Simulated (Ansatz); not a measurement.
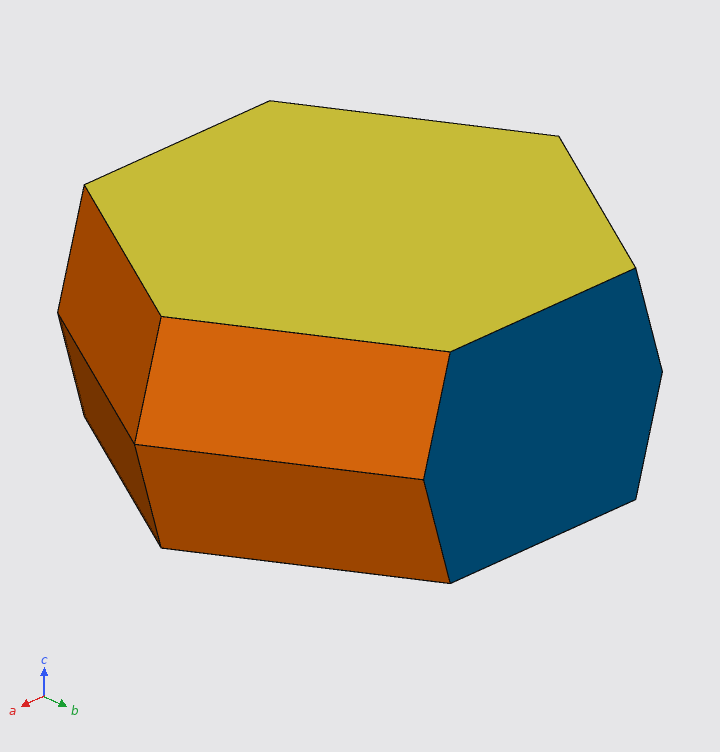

Crystal habit computed by the BFDH rule (growth rate of a face proportional to 1/d, systematic absences taken into account). This is a geometric estimate, not an energy calculation. Faces of one form share a colour. Cell of C: space group Fmmm (No. 69), a = 2.467 Å, b = 4.272 Å, c = 8.520 Å, α = 90.00°, β = 90.00°, γ = 90.00°. Origin: the geometry relaxed with Ansatz 0.2.0, DFT PBE, scalar-relativistic, plane waves, PAW. Forms under 0.4 % of the area are left out.

**Give the Miller indices of each colour.**

yellow: {002} (d = 4.26 Å, 47 % of the area); orange: {111} (d = 2.07 Å, 36 % of the area); blue: {020} (d = 2.14 Å, 17 % of the area).
